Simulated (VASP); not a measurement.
```yaml
crystal:
  lattice:
    - [2.67433, 0.00000, 0.00000]
    - [0.00000, 2.67433, 0.00000]
    - [0.00000, 0.00000, 2.67433]
  atoms:
    - { symbol: Ti, position: [0.00000, 0.00000, 0.00000] }
```

Space group Pm-3m; a generated structure, not necessarily the stable one; changed on purpose from its base cell (volume × 1.0).

Computed with Kohn-Sham DFT of a periodic cell, BLYP, VASP PAW PBE potentials, recommended (VASP 6.6.1).

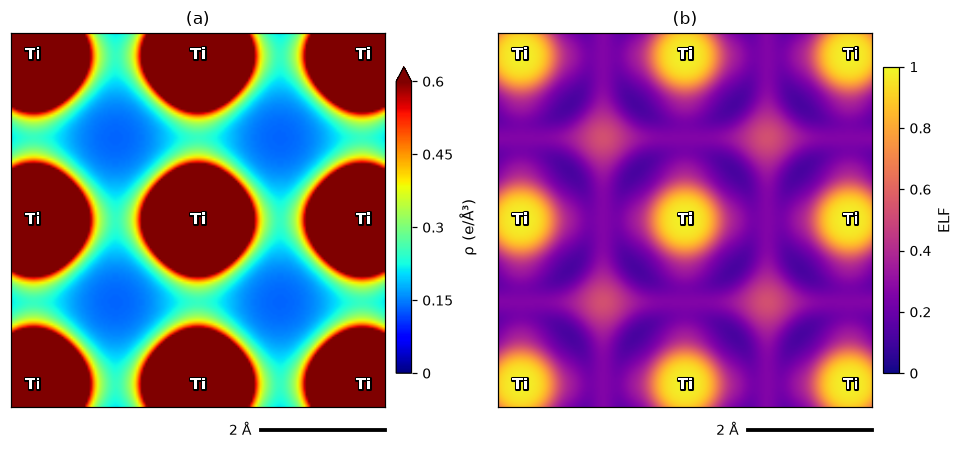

Ti. (a) valence charge density (pseudo); (b) electron localisation function on the (100) plane of the conventional cell.

### Interpret the plot.

The section cuts through Ti sites.
Ti–Ti (2.67 Å): ρ is about 0.25 e/Å³ halfway; the ELF is about 0.25 at the midpoint: no shared electron pair shows on this line.
Between the atoms the lowest density in this plane is 0.14 e/Å³.
The features right at Ti lie inside the PAW spheres, where the map follows smoothed inner orbitals and isn't to be read closely.
